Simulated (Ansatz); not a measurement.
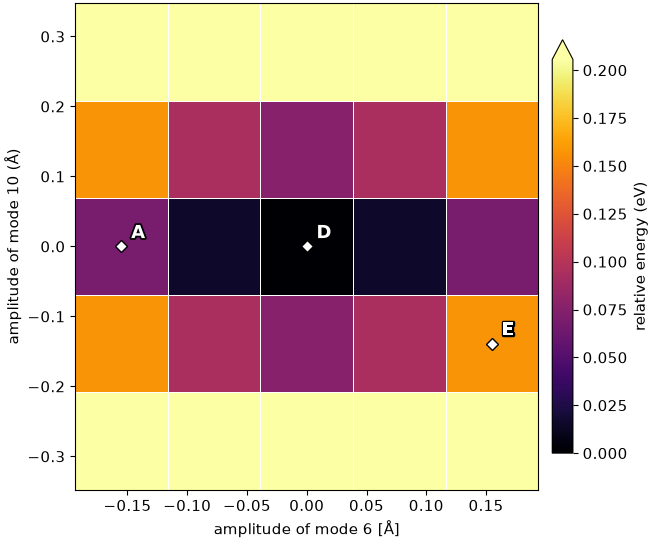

SrO (Fm-3m, No. 225; 4 atoms in the cell). The energy is mapped over two normal modes frozen in (zone-centre modes of the 4-atom cell of this scan, which folds in the wave vector (0, 0, 1/2) of the primitive cell). The first coordinate is: amplitude of mode 6 (190 cm⁻¹), largest displacement; the second: amplitude of mode 10 (257 cm⁻¹), largest displacement. Nothing is relaxed (the cell and all other modes fixed). The scan uses a 5 × 5 grid; 9 points were computed and 16 follow by symmetry. Points are written as (first, second). Energies: eV per cell, counted from the lowest grid point. These are results of DFT PBE, scalar-relativistic, plane waves, PAW (Ansatz), not measurements. Settings: cutoff 520 eV, k-mesh 9×9×8 in the order of the run's cell vectors, gaussian smearing 0.05 eV, no spin polarisation.

The picture shows one coloured cell a grid point, one colour for all values above the top of the scale, lettered points.

Question: Rank the lettered points by energy, lowest first.

Answer: D (0.000 eV), A (0.069 eV), E (0.157 eV).
